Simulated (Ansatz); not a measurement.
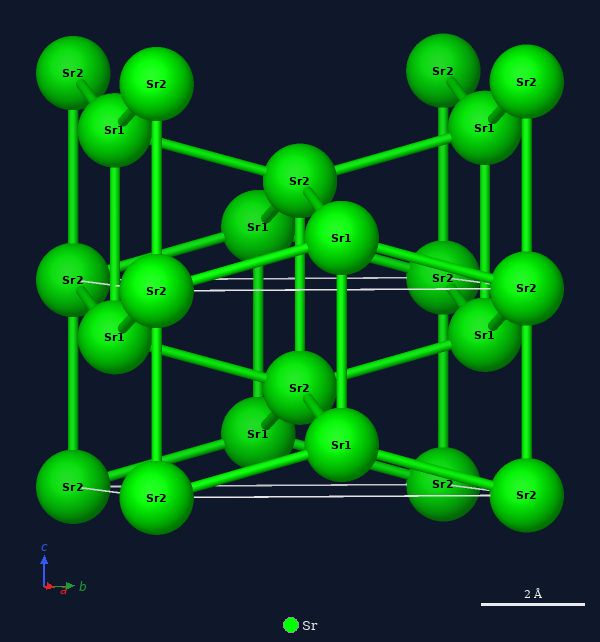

This is crystalline Sr (set up in I4_1/amd). The picture is a ball-and-stick view of the conventional cell (2 times the calculation's cell), repeated 1 × 1 × 2 with one cell outlined, seen from a free direction. Lengths and directions refer to the drawn axes.

All numbers below come from Ansatz, DFT, r2SCAN, PAW with Ansatz's default frozen-core files, scalar-relativistic. Set-up: plane-wave cutoff 500 eV; k-point mesh 12 × 12 × 12; occupations fermi dirac; smearing width 0.05 eV; no spin polarisation.

Change: All lengths are scaled by −0.7 % (volume −2.0 %), the atoms keeping their fractional coordinates. No relaxation follows.

Question: What does the calculation give for the changed structure?

Answer: Some distances before and after: Sr–Sr 4.042 → 4.015 Å, Sr–Sr 3.842 → 3.816 Å. The space group stays I4_1/amd (No. 141). The energy changes by less than 1 meV per atom. Pressure: 0.0 GPa before, 0.2 GPa after. The principal stresses (compression positive) are 0.1 GPa along c and 0.2 GPa across it. All forces vanish by symmetry.
